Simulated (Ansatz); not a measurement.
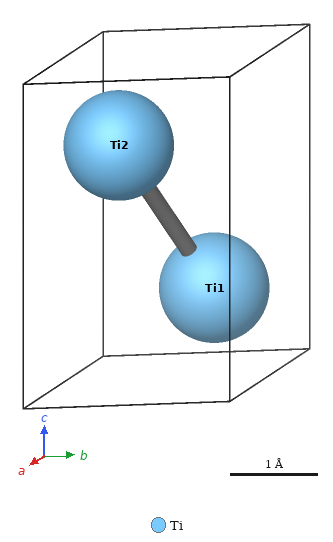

The structure as given in the input (ball-and-stick view of the cell of the calculation, seen slightly off an axis; atoms are numbered from 1 in the order of the input). An atom can appear more than once, as a periodic image.

**Ti: geometry relaxation (part 1 of 2)**

Ti (2 atoms in the cell), computed with DFT, LDA, PAW with Ansatz's default frozen-core files, scalar-relativistic, no spin polarisation (Ansatz 0.2.0).

The structure was built on a prototype by a generator; it need not be a known phase. Its volume is 0.60 times that of the source entry. It belongs to a series of runs on one base structure; here: hcp relaxed under pressure, PAW files. Figures and captions count atoms from 1; the log counts them from 0 in places.

The program's output
```
Engine: ansatz 0.2.0, aarch64-unknown-linux-gnu
Pseudopotentials: kind: paw
Pseudopotential: Ti, paw, valence charge 12, recommended cutoff 420 eV (normal), Ti.paw.azcp
Functional definition: SPW92
  exchange = slater_x
  correlation = pw_c
Crystal: 2 atoms, lattice volume = 19.300 Å³
Basis set: ecut = 420 eV, 379 PW (Γ)
Bands: 16, of which v1, the nominal top of the filled ones, is band 12 counted from 1 (11 counted from 0)
Symmetry: 24 space group operations
Space group: P63/mmc (ITA 194), of the structure as read, at distance tolerance 2.7e-5 Å
k-points: 222 of 3240
Non-local potential: Ti, projectors of the file, l = 0: 3, l = 1: 2, l = 2: 3, l = 3: 1
PAW form: soft (Blöchl's): semilocal exchange-correlation on the pseudo side does not see the compensation charge
PAW frozen core: Ti, regenerated for the run's functional, and the local potential with it (the file was generated under x = pbe(κ = 0.804, μ = 0.2195149727645171), c = pbe(β = 0.06672455060314922))
PAW one-centre angular grid: Ti, 590 points (default); XC on 64 Gauss nodes
Initial density: superposition of atomic densities (neutral atoms: chi_scale 0, normalization atom), corrected by the library's trained network
Initial wavefunctions: pseudopotential atomic-orbital guess
Functional: x = slater, c = lda
SCF iter   1: F=—  HF=-4896.607827 eV  |F-HF|=—  |Δ(HF+E_count)|=         —  Δρ=2.70e-2  dr2=1.00e-1  ethr=1.77e-3  ⟨swp⟩=4.8  Hψ=35270  notcnv=0  defer=50
automatic band count: the SCF goes on with 20 bands, as 16 were too few: the levels above may hold too much charge
preconditioner: auto → none  [metal: Δε(μ)=0.002 eV  Ē_g=24.878 eV  σ=0.100 eV  W_gap=0.00  n_scr=2 (ndim 8)  ℏωp=37.8 eV  f_vac=0.000  D(μ)=1.66/eV (n_scr^D=22)  sad-step TF]
SCF iter   2: F=—  HF=-4896.573291 eV  |F-HF|=—  |Δ(HF+E_count)|=   3.45e-2  Δρ=1.38e-2  dr2=2.64e-2  ethr=4.18e-4  ⟨swp⟩=2.0  Hψ=7578  notcnv=0  defer=186
SCF iter   3: F=—  HF=-4896.562570 eV  |F-HF|=—  |Δ(HF+E_count)|=   1.07e-2  Δρ=8.20e-4  dr2=5.07e-5  ethr=1.10e-4  ⟨swp⟩=2.3  Hψ=7993  notcnv=0  defer=186
SCF iter   4: F=—  HF=-4896.562566 eV  |F-HF|=—  |Δ(HF+E_count)|=   4.30e-6  Δρ=6.15e-5  dr2=3.29e-7  ethr=2.11e-7  ⟨swp⟩=2.0  Hψ=6900  notcnv=0  defer=186
iter 5 did not close the SCF: its close was put off for the readings that it lacked (scf_convergence_deferred on its scf_iter line)
SCF iter   5: F=-4896.562566 eV  HF=-4896.562566 eV  |F-HF|=2.86e-8  |Δ(HF+E_count)|=   8.66e-7  Δρ=1.67e-5  dr2=3.55e-8  ethr=1.37e-9  ⟨swp⟩=2.0  Hψ=7084  notcnv=0  defer=186
SCF iter   6: F=-4896.562566 eV  HF=-4896.562566 eV  |F-HF|=3.31e-10  |Δ(HF+E_count)|=   1.55e-8  Δρ=2.30e-6  dr2=5.17e-10  ethr=1.48e-10  ⟨swp⟩=4.7  Hψ=15587  notcnv=0
SCF 1 converged in 6 iterations: F = -4896.562566 eV  dr2 = 5.17e-10
  greatest PAW one-centre occupation: 0.999 electrons in one spin orbital (limit 2), on the Ti atom at site 1 (counted from 0), in its partial waves of l = 0
relax step   1: F+E_penalty+E_count = -4896.56256643 eV  Δ(F+E_penalty+E_count) = +0.000e0 eV  max|allowed force component| = 1.295e-16 eV/Å  Δτ_max = 0.0000 Å  P = +142.379 GPa  Ω = 19.300 Å³  (6 SCF iters, dr2 threshold 1.00e-7 eV, accepted)
Crystal: 2 atoms, lattice volume = 19.367 Å³
Basis set: ecut = 420 eV, 373 PW (Γ)
Bands: 20, of which v1, the nominal top of the filled ones, is band 12 counted from 1 (11 counted from 0)
Initial density: handed on by an earlier stage of this run
Initial wavefunctions: those handed on with the density
iter 1 solved again at ethr=1.03e-6 eV; its pass at ethr=3.10e-3 eV (dr2=2.48e-4 eV) is discarded
SCF iter   1: F=—  HF=-4896.648105 eV  |F-HF|=—  |Δ(HF+E_count)|=         —  Δρ=1.41e-3  dr2=2.33e-4  ethr=1.03e-6  ⟨swp⟩=2.0  Hψ=23065  notcnv=0
preconditioner: auto → none  [metal: Δε(μ)=0.006 eV  Ē_g=24.837 eV  σ=0.100 eV  W_gap=0.02  n_scr=2 (ndim 8)  ℏωp=37.7 eV  f_vac=0.000  D(μ)=1.63/eV (n_scr^D=22)]
SCF iter   2: F=—  HF=-4896.648034 eV  |F-HF|=—  |Δ(HF+E_count)|=   7.12e-5  Δρ=5.55e-4  dr2=2.68e-5  ethr=9.71e-7  ⟨swp⟩=1.0  Hψ=4440  notcnv=0
SCF iter   3: F=—  HF=-4896.648028 eV  |F-HF|=—  |Δ(HF+E_count)|=   5.99e-6  Δρ=8.25e-5  dr2=3.24e-7  ethr=1.11e-7  ⟨swp⟩=2.1  Hψ=5492  notcnv=0
iter 4 did not close the SCF: its close was put off for the readings that it lacked (scf_convergence_deferred on its scf_iter line)
SCF iter   4: F=-4896.648028 eV  HF=-4896.648028 eV  |F-HF|=1.24e-9  |Δ(HF+E_count)|=   1.09e-7  Δρ=5.68e-6  dr2=1.87e-9  ethr=1.35e-9  ⟨swp⟩=1.9  Hψ=5091  notcnv=0
iter 5 did not close the SCF: its close was put off for the readings that it lacked (scf_convergence_deferred on its scf_iter line)
SCF iter   5: F=-4896.648028 eV  HF=-4896.648028 eV  |F-HF|=5.46e-12  |Δ(HF+E_count)|=   1.21e-9  Δρ=3.01e-7  dr2=9.08e-12  ethr=7.81e-12  ⟨swp⟩=2.1  Hψ=6340  notcnv=0
SCF iter   6: F=-4896.648028 eV  HF=-4896.648028 eV  |F-HF|=9.09e-13  |Δ(HF+E_count)|=    0.00e0  Δρ=7.59e-8  dr2=6.22e-13  ethr=1.00e-12  ⟨swp⟩=1.0  Hψ=9768  notcnv=0
SCF 2 converged in 6 iterations: F = -4896.648028 eV  dr2 = 6.22e-13
relax step   2: F+E_penalty+E_count = -4896.64802836 eV  Δ(F+E_penalty+E_count) = -8.546e-2 eV  max|allowed force component| = 3.701e-16 eV/Å  Δτ_max = 0.0000 Å  P = +139.687 GPa  Ω = 19.367 Å³  energy of the carried Pulay correction = -4.844e-5 eV  (6 SCF iters, dr2 threshold 2.00e-7 eV, accepted)
Crystal: 2 atoms, lattice volume = 19.190 Å³
iter 1 solved again at ethr=4.34e-5 eV; its pass at ethr=3.10e-3 eV (dr2=1.04e-2 eV) is discarded
SCF iter   1: F=—  HF=-4896.605500 eV  |F-HF|=—  |Δ(HF+E_count)|=         —  Δρ=8.25e-3  dr2=1.06e-2  ethr=4.34e-5  ⟨swp⟩=1.0  Hψ=24106  notcnv=0
preconditioner: auto → none  [metal: Δε(μ)=0.012 eV  Ē_g=24.957 eV  σ=0.100 eV  W_gap=0.03  n_scr=2 (ndim 8)  ℏωp=37.9 eV  f_vac=0.000  D(μ)=1.17/eV (n_scr^D=10)]
SCF iter   2: F=—  HF=-4896.601964 eV  |F-HF|=—  |Δ(HF+E_count)|=   3.54e-3  Δρ=2.97e-3  dr2=1.05e-3  ethr=4.34e-5  ⟨swp⟩=2.0  Hψ=5417  notcnv=0
SCF iter   3: F=—  HF=-4896.601685 eV  |F-HF|=—  |Δ(HF+E_count)|=   2.79e-4  Δρ=4.87e-4  dr2=1.54e-5  ethr=4.37e-6  ⟨swp⟩=2.0  Hψ=5344  notcnv=0
SCF iter   4: F=—  HF=-4896.601684 eV  |F-HF|=—  |Δ(HF+E_count)|=   1.43e-6  Δρ=4.74e-5  dr2=1.23e-7  ethr=6.41e-8  ⟨swp⟩=2.1  Hψ=6684  notcnv=0
iter 5 did not close the SCF: its close was put off for the readings that it lacked (scf_convergence_deferred on its scf_iter line)
SCF iter   5: F=-4896.601684 eV  HF=-4896.601684 eV  |F-HF|=4.63e-9  |Δ(HF+E_count)|=   6.45e-8  Δρ=1.11e-5  dr2=7.90e-9  ethr=5.12e-10  ⟨swp⟩=2.0  Hψ=7112  notcnv=0
SCF iter   6: F=-4896.601684 eV  HF=-4896.601684 eV  |F-HF|=0.00e0  |Δ(HF+E_count)|=   5.38e-9  Δρ=4.62e-7  dr2=1.32e-11  ethr=3.29e-11  ⟨swp⟩=1.5  Hψ=12845  notcnv=0
the search or the solves at the SCF's close seem to have found levels that the self-consistency loop had missed (the run counts 1). By its estimate they hold under 1e-12 electrons; where the run keeps them, the occupations were computed again with them
SCF 3 converged in 6 iterations: F = -4896.601684 eV  dr2 = 1.32e-11
relax step   3: F+E_penalty+E_count = -4896.60168358 eV  Δ(F+E_penalty+E_count) = +4.634e-2 eV  max|allowed force component| = 3.053e-16 eV/Å  Δτ_max = 0.0000 Å  P = +138.767 GPa  Ω = 19.190 Å³  energy of the carried Pulay correction = +6.134e-5 eV  (6 SCF iters, dr2 threshold 2.00e-7 eV, accepted)
Crystal: 2 atoms, lattice volume = 18.763 Å³
Basis set: ecut = 420 eV, 375 PW (Γ)
iter 1 solved again at ethr=1.39e-4 eV; its pass at ethr=3.10e-3 eV (dr2=3.33e-2 eV) is discarded
SCF iter   1: F=—  HF=-4896.313163 eV  |F-HF|=—  |Δ(HF+E_count)|=         —  Δρ=1.38e-2  dr2=3.39e-2  ethr=1.39e-4  ⟨swp⟩=1.0  Hψ=24242  notcnv=0
preconditioner: auto → none  [metal: Δε(μ)=0.018 eV  Ē_g=25.193 eV  σ=0.100 eV  W_gap=0.04  n_scr=2 (ndim 8)  ℏωp=38.3 eV  f_vac=0.000  D(μ)=0.87/eV (n_scr^D=2)]
SCF iter   2: F=—  HF=-4896.300714 eV  |F-HF|=—  |Δ(HF+E_count)|=   1.24e-2  Δρ=4.12e-3  dr2=2.58e-3  ethr=1.39e-4  ⟨swp⟩=2.7  Hψ=7582  notcnv=0
SCF iter   3: F=—  HF=-4896.300009 eV  |F-HF|=—  |Δ(HF+E_count)|=   7.06e-4  Δρ=7.42e-4  dr2=3.45e-5  ethr=1.08e-5  ⟨swp⟩=2.5  Hψ=6209  notcnv=0
SCF iter   4: F=—  HF=-4896.300022 eV  |F-HF|=—  |Δ(HF+E_count)|=   1.36e-5  Δρ=6.75e-5  dr2=2.34e-7  ethr=1.44e-7  ⟨swp⟩=2.1  Hψ=7054  notcnv=0
iter 5 did not close the SCF: its close was put off for the readings that it lacked (scf_convergence_deferred on its scf_iter line)
SCF iter   5: F=-4896.300023 eV  HF=-4896.300023 eV  |F-HF|=1.57e-8  |Δ(HF+E_count)|=   3.99e-7  Δρ=1.58e-5  dr2=1.88e-8  ethr=9.74e-10  ⟨swp⟩=2.0  Hψ=7215  notcnv=0
SCF iter   6: F=-4896.300023 eV  HF=-4896.300023 eV  |F-HF|=5.37e-11  |Δ(HF+E_count)|=   1.77e-8  Δρ=6.45e-7  dr2=2.16e-11  ethr=7.81e-11  ⟨swp⟩=1.9  Hψ=13632  notcnv=0
SCF 4 converged in 6 iterations: F = -4896.300023 eV  dr2 = 2.16e-11
relax step   4: F+E_penalty+E_count = -4896.30002280 eV  Δ(F+E_penalty+E_count) = +3.017e-1 eV  max|allowed force component| = 6.014e-17 eV/Å  Δτ_max = 0.0000 Å  P = +145.126 GPa  Ω = 18.763 Å³  energy of the carried Pulay correction = +3.462e-4 eV  (6 SCF iters, dr2 threshold 2.00e-7 eV, accepted)
Crystal: 2 atoms, lattice volume = 18.902 Å³
iter 1 solved again at ethr=6.65e-6 eV; its pass at ethr=3.10e-3 eV (dr2=1.60e-3 eV) is discarded
SCF iter   1: F=—  HF=-4896.425316 eV  |F-HF|=—  |Δ(HF+E_count)|=         —  Δρ=2.92e-3  dr2=1.54e-3  ethr=6.65e-6  ⟨swp⟩=2.0  Hψ=25846  notcnv=0
preconditioner: auto → none  [metal: Δε(μ)=0.007 eV  Ē_g=25.177 eV  σ=0.100 eV  W_gap=0.02  n_scr=2 (ndim 8)  ℏωp=38.2 eV  f_vac=0.000  D(μ)=0.78/eV (n_scr^D=2)]
SCF iter   2: F=—  HF=-4896.424697 eV  |F-HF|=—  |Δ(HF+E_count)|=   6.19e-4  Δρ=8.71e-4  dr2=1.16e-4  ethr=6.40e-6  ⟨swp⟩=2.1  Hψ=6204  notcnv=0
SCF iter   3: F=—  HF=-4896.424653 eV  |F-HF|=—  |Δ(HF+E_count)|=   4.41e-5  Δρ=1.56e-4  dr2=1.17e-6  ethr=4.84e-7  ⟨swp⟩=2.5  Hψ=6228  notcnv=0
iter 4 did not close the SCF: its close was put off for the readings that it lacked (scf_convergence_deferred on its scf_iter line)
SCF iter   4: F=-4896.424653 eV  HF=-4896.424653 eV  |F-HF|=6.42e-9  |Δ(HF+E_count)|=   2.32e-8  Δρ=2.05e-5  dr2=2.37e-8  ethr=4.87e-9  ⟨swp⟩=2.2  Hψ=5782  notcnv=0
iter 5 did not close the SCF: its close was put off for the readings that it lacked (scf_convergence_deferred on its scf_iter line)
SCF iter   5: F=-4896.424653 eV  HF=-4896.424653 eV  |F-HF|=5.03e-10  |Δ(HF+E_count)|=   9.18e-9  Δρ=3.40e-6  dr2=5.11e-10  ethr=9.89e-11  ⟨swp⟩=2.8  Hψ=7343  notcnv=0
SCF iter   6: F=-4896.424653 eV  HF=-4896.424653 eV  |F-HF|=9.09e-13  |Δ(HF+E_count)|=  5.29e-10  Δρ=6.68e-8  dr2=4.23e-13  ethr=2.13e-12  ⟨swp⟩=1.0  Hψ=12503  notcnv=0
SCF 5 converged in 6 iterations: F = -4896.424653 eV  dr2 = 4.23e-13
relax step   5: F+E_penalty+E_count = -4896.42465275 eV  Δ(F+E_penalty+E_count) = -1.246e-1 eV  max|allowed force component| = 3.701e-17 eV/Å  Δτ_max = 0.0000 Å  P = +140.743 GPa  Ω = 18.902 Å³  energy of the carried Pulay correction = +2.462e-4 eV  (6 SCF iters, dr2 threshold 2.00e-7 eV, accepted)
Crystal: 2 atoms, lattice volume = 18.935 Å³
iter 1 solved again at ethr=1.50e-6 eV; its pass at ethr=3.10e-3 eV (dr2=3.59e-4 eV) is discarded
SCF iter   1: F=—  HF=-4896.455181 eV  |F-HF|=—  |Δ(HF+E_count)|=         —  Δρ=1.41e-3  dr2=3.63e-4  ethr=1.50e-6  ⟨swp⟩=2.0  Hψ=22465  notcnv=0
preconditioner: auto → none  [metal: Δε(μ)=0.006 eV  Ē_g=25.155 eV  σ=0.100 eV  W_gap=0.01  n_scr=2 (ndim 8)  ℏωp=38.2 eV  f_vac=0.000  D(μ)=0.81/eV (n_scr^D=2)]
SCF iter   2: F=—  HF=-4896.455041 eV  |F-HF|=—  |Δ(HF+E_count)|=   1.40e-4  Δρ=3.89e-4  dr2=2.56e-5  ethr=1.50e-6  ⟨swp⟩=2.3  Hψ=6340  notcnv=0
SCF iter   3: F=—  HF=-4896.455032 eV  |F-HF|=—  |Δ(HF+E_count)|=   8.99e-6  Δρ=6.79e-5  dr2=2.76e-7  ethr=1.07e-7  ⟨swp⟩=2.5  Hψ=6221  notcnv=0
iter 4 did not close the SCF: its close was put off for the readings that it lacked (scf_convergence_deferred on its scf_iter line)
SCF iter   4: F=-4896.455033 eV  HF=-4896.455033 eV  |F-HF|=3.84e-9  |Δ(HF+E_count)|=   1.68e-7  Δρ=5.85e-6  dr2=1.59e-9  ethr=1.15e-9  ⟨swp⟩=2.1  Hψ=5583  notcnv=0
iter 5 did not close the SCF: its close was put off for the readings that it lacked (scf_convergence_deferred on its scf_iter line)
SCF iter   5: F=-4896.455033 eV  HF=-4896.455033 eV  |F-HF|=1.25e-10  |Δ(HF+E_count)|=   4.89e-9  Δρ=1.34e-6  dr2=1.48e-10  ethr=6.60e-12  ⟨swp⟩=2.0  Hψ=7254  notcnv=0
SCF iter   6: F=-4896.455033 eV  HF=-4896.455033 eV  |F-HF|=1.82e-12  |Δ(HF+E_count)|=  1.42e-10  Δρ=4.96e-8  dr2=1.39e-13  ethr=1.00e-12  ⟨swp⟩=1.3  Hψ=12412  notcnv=0
SCF 6 converged in 6 iterations: F = -4896.455033 eV  dr2 = 1.39e-13
relax step   6: F+E_penalty+E_count = -4896.45503262 eV  Δ(F+E_penalty+E_count) = -3.038e-2 eV  max|allowed force component| = 3.701e-17 eV/Å  Δτ_max = 0.0000 Å  P = +140.109 GPa  Ω = 18.935 Å³  energy of the carried Pulay correction = +2.237e-4 eV  (6 SCF iters, dr2 threshold 2.00e-7 eV, accepted)
Crystal: 2 atoms, lattice volume = 18.940 Å³
iter 1 solved again at ethr=8.78e-9 eV; its pass at ethr=3.10e-3 eV (dr2=2.11e-6 eV) is discarded
SCF iter   1: F=—  HF=-4896.459313 eV  |F-HF|=—  |Δ(HF+E_count)|=         —  Δρ=1.07e-4  dr2=2.10e-6  ethr=8.78e-9  ⟨swp⟩=2.0  Hψ=21101  notcnv=0
preconditioner: auto → none  [metal: Δε(μ)=0.021 eV  Ē_g=25.153 eV  σ=0.100 eV  W_gap=0.05  n_scr=2 (ndim 8)  ℏωp=38.2 eV  f_vac=0.000  D(μ)=0.81/eV (n_scr^D=2)]
SCF iter   2: F=—  HF=-4896.459312 eV  |F-HF|=—  |Δ(HF+E_count)|=   7.73e-7  Δρ=2.93e-5  dr2=1.47e-7  ethr=8.76e-9  ⟨swp⟩=2.3  Hψ=6272  notcnv=0
iter 3 did not close the SCF: its close was put off for the readings that it lacked (scf_convergence_deferred on its scf_iter line)
SCF iter   3: F=-4896.459312 eV  HF=-4896.459312 eV  |F-HF|=2.03e-9  |Δ(HF+E_count)|=   2.98e-8  Δρ=5.04e-6  dr2=1.63e-9  ethr=6.13e-10  ⟨swp⟩=2.4  Hψ=6005  notcnv=0
iter 4 did not close the SCF: its close was put off for the readings that it lacked (scf_convergence_deferred on its scf_iter line)
SCF iter   4: F=-4896.459312 eV  HF=-4896.459312 eV  |F-HF|=2.00e-11  |Δ(HF+E_count)|=   2.18e-9  Δρ=4.03e-7  dr2=8.61e-12  ethr=6.78e-12  ⟨swp⟩=2.3  Hψ=6011  notcnv=0
iter 5 did not close the SCF: its close was put off for the readings that it lacked (scf_convergence_deferred on its scf_iter line)
SCF iter   5: F=-4896.459312 eV  HF=-4896.459312 eV  |F-HF|=9.09e-13  |Δ(HF+E_count)|=  3.09e-11  Δρ=1.01e-7  dr2=9.10e-13  ethr=1.00e-12  ⟨swp⟩=1.0  Hψ=4526  notcnv=0
SCF iter   6: F=-4896.459312 eV  HF=-4896.459312 eV  |F-HF|=1.82e-12  |Δ(HF+E_count)|=  1.82e-12  Δρ=9.85e-9  dr2=8.86e-15  ethr=1.00e-12  ⟨swp⟩=1.1  Hψ=9798  notcnv=0
SCF 7 converged in 6 iterations: F = -4896.459312 eV  dr2 = 8.86e-15
relax step   7: F+E_penalty+E_count = -4896.45931245 eV  Δ(F+E_penalty+E_count) = -4.280e-3 eV  max|allowed force component| = 1.411e-16 eV/Å  Δτ_max = 0.0000 Å  P = +140.000 GPa  Ω = 18.940 Å³  energy of the carried Pulay correction = +2.204e-4 eV  (6 SCF iters, dr2 threshold 6.92e-8 eV, accepted)
Initial wavefunctions: pseudopotential atomic-orbital guess (no wavefunctions were taken with the density)
iter 1 solved again at ethr=7.25e-8 eV; its pass at ethr=3.10e-3 eV (dr2=1.74e-5 eV) is discarded
SCF iter   1: F=—  HF=-4896.463815 eV  |F-HF|=—  |Δ(HF+E_count)|=         —  Δρ=9.14e-4  dr2=1.82e-5  ethr=7.25e-8  ⟨swp⟩=2.0  Hψ=26880  notcnv=0
preconditioner: auto → none  [metal: Δε(μ)=0.021 eV  Ē_g=25.152 eV  σ=0.100 eV  W_gap=0.05  n_scr=2 (ndim 8)  ℏωp=38.2 eV  f_vac=0.000  D(μ)=0.81/eV (n_scr^D=2)]
SCF iter   2: F=—  HF=-4896.463829 eV  |F-HF|=—  |Δ(HF+E_count)|=   1.47e-5  Δρ=4.31e-4  dr2=3.57e-6  ethr=7.25e-8  ⟨swp⟩=2.0  Hψ=6921  notcnv=0
SCF iter   3: F=—  HF=-4896.463831 eV  |F-HF|=—  |Δ(HF+E_count)|=   1.35e-6  Δρ=4.14e-5  dr2=4.49e-8  ethr=1.49e-8  ⟨swp⟩=1.0  Hψ=4440  notcnv=0
SCF iter   4: F=—  HF=-4896.463831 eV  |F-HF|=—  |Δ(HF+E_count)|=   3.05e-7  Δρ=3.60e-6  dr2=4.19e-10  ethr=1.87e-10  ⟨swp⟩=2.0  Hψ=6424  notcnv=0
iter 5 did not close the SCF: its close was put off for the readings that it lacked (scf_convergence_deferred on its scf_iter line)
SCF iter   5: F=-4896.463831 eV  HF=-4896.463831 eV  |F-HF|=0.00e0  |Δ(HF+E_count)|=  3.16e-10  Δρ=4.26e-7  dr2=1.18e-11  ethr=1.75e-12  ⟨swp⟩=2.7  Hψ=7334  notcnv=0
SCF iter   6: F=-4896.463831 eV  HF=-4896.463831 eV  |F-HF|=0.00e0  |Δ(HF+E_count)|=  2.73e-12  Δρ=3.46e-8  dr2=5.25e-14  ethr=1.00e-12  ⟨swp⟩=2.6  Hψ=12548  notcnv=0
SCF 8 converged in 6 iterations: F = -4896.463831 eV  dr2 = 5.25e-14
relax step   8: F+E_penalty+E_count = -4896.46383112 eV  Δ(F+E_penalty+E_count) = -4.519e-3 eV  max|allowed force component| = 1.272e-16 eV/Å  Δτ_max = 0.0000 Å  P = +140.523 GPa  Ω = 18.940 Å³  stress off target by 1.35e0 GPa  SCF on the basis re-selected at this cell (its energy is not comparable with the rows above)  (6 SCF iters)
basis re-selected at this cell: Δ(F+E_penalty+E_count) = -4.519e-3 eV, ΔP = +0.523 GPa vs the last step (what re-selecting the basis moved, of the pressure what is left beyond the Pulay correction that the steps carried, after the strain that the cell walked since its last selection, with what the two solves' SCF thresholds leave and, on support functions, any second-order correction that the steps lacked; it is no measure of the basis error at this ecutwfc). The dense FFT grid was sized anew with the basis: this SCF ran on 15×15×30 points, the steps before it on 18×18×27, so part of this shift can come from that change (see relax.cell in the input reference). This SCF's stress stands 1.35e0 GPa from its target on what of the cell is left free (relax.cell.stress_tol is 7.00e-2 GPa) and its largest allowed force component is 1.27e-16 eV/Å (relax.f_tol is 5.00e-3 eV/Å): not within both, so this SCF does not close the relaxation
Crystal: 2 atoms, lattice volume = 18.955 Å³
iter 1 solved again at ethr=1.88e-7 eV; its pass at ethr=3.10e-3 eV (dr2=4.51e-5 eV) is discarded
```
